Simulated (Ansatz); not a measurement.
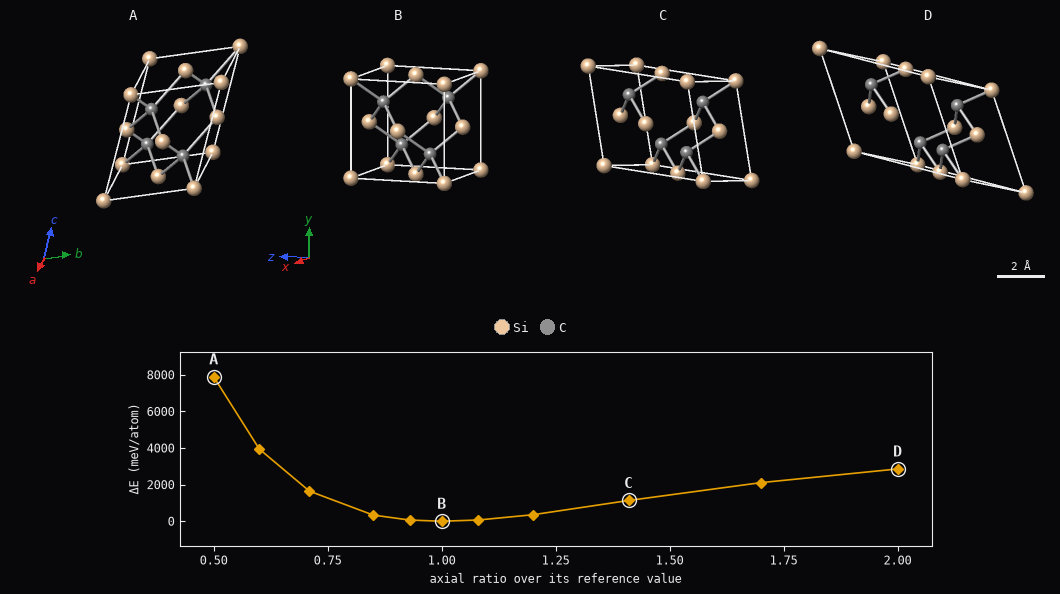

A scan of a crystal of SiC (F-43m): the ratio of the cell's length along [111] to its lengths across, counted as 1 for the reference, is changed at fixed volume (a trigonal path), with the atoms kept at their fractional coordinates. x, y and z are the Cartesian axes of the input. The lettered frames are marked on the plot. Style: ball-and-stick. Shown: the conventional cell (4 times the calculation's cell), slightly off an axis. Lengths and directions refer to the drawn axes.

Level of theory: Ansatz 0.2.0, DFT LDA, scalar-relativistic, plane waves, PAW. (plane-wave cutoff 420 eV; k-point mesh 12 × 12 × 12; occupations gaussian; smearing width 0.05 eV; no spin polarisation). Energies (free energies at the smearing named) are counted from the cell as listed in its source, which wasn't relaxed.

Describe the profile.

Answer. The lowest computed point lies at the relative ratio 1.00 (0 meV/atom). At the ends of the scan the energy is 7891 meV/atom (0.50) and 2857 meV/atom (2.00). The unrelaxed reference is under a pressure of −2.9 GPa. The distortion takes the space group from F-43m to R3m. At the relative ratio 2.00 the cell of the drawing goes a 4.348 → 4.880 Å, b 4.348 → 4.880 Å, c 4.348 → 4.880 Å, α 90.0° → 120.0°, β 90.0° → 60.0°, γ 90.0° → 120.0°. The band gap on the mesh, 1.31 eV in the reference, closes at 0.50, 0.60, 1.41, 1.70, 2.00.
